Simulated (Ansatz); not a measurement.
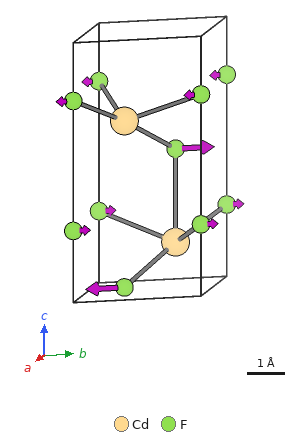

One vibrational mode of crystalline CdF₂ (a generated structure) at the zone centre. The purple arrows are the displacements of the atoms (eigenvector over the root of the mass), of arbitrary overall length and sign. The picture is a ball-and-stick view of the cell of the calculation, seen slightly off an axis.

The calculation used Ansatz 0.2.0, DFT PBE+D3(BJ), scalar-relativistic, plane waves, PAW. (plane-wave cutoff 420 eV; k-point mesh 6 × 6 × 4; occupations fixed; no spin polarisation)

Frequencies are those without the non-analytic (LO–TO) term.

Give the symmetry, activity and frequency of this mode.

Answer. This is the E₂ mode (doubly degenerate; one member of the set is drawn) at 230 cm⁻¹, optical level 4 of 10, counted from below, Raman-active by symmetry. The Cd atoms hardly move; all motion is along b; atoms of one kind move against one another, with no net shift of any sublattice; it stretches the Cd–F bonds (2.34 Å); the kinetic energy is shared as F 99 %, Cd 1 %.
